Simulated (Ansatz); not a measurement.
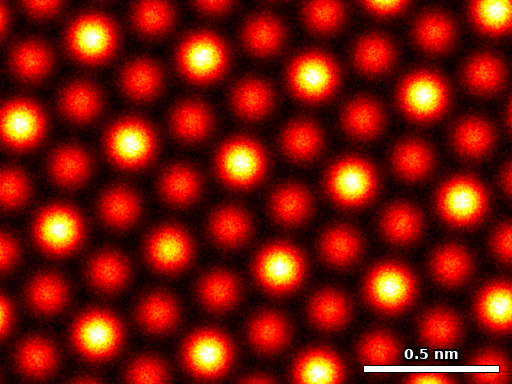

HAADF-like image of Os (P6_3/mmc, No. 194) along [001]. Simulated incoherent Z contrast: every atom adds Z^1.7 spread by a probe of 1.30 Å full width; channelling and multiple scattering are left out. Shot noise was added.

The sample is 2 repeats (9.7 Å) thick. One point defect was put into the perfect crystal, without relaxing the atoms around it. Brightness is counted from the darkest point of the image. Host structure: the end point of a relaxation with Ansatz 0.2.0, DFT r2SCAN, scalar-relativistic, plane waves, PAW; the starting structure was generated, so it need not be a known form of this composition.

Where is the defect (in Å from the left and the top edge), and what does its contrast suggest?

At about 6 Å from the left and 9 Å from the top. The column is dimmer, which points to a vacancy or a lighter atom. The column holds 4 atoms (Os) through the sample, and one Os atom is missing, so its peak drops to about 75 % of that of its equals.
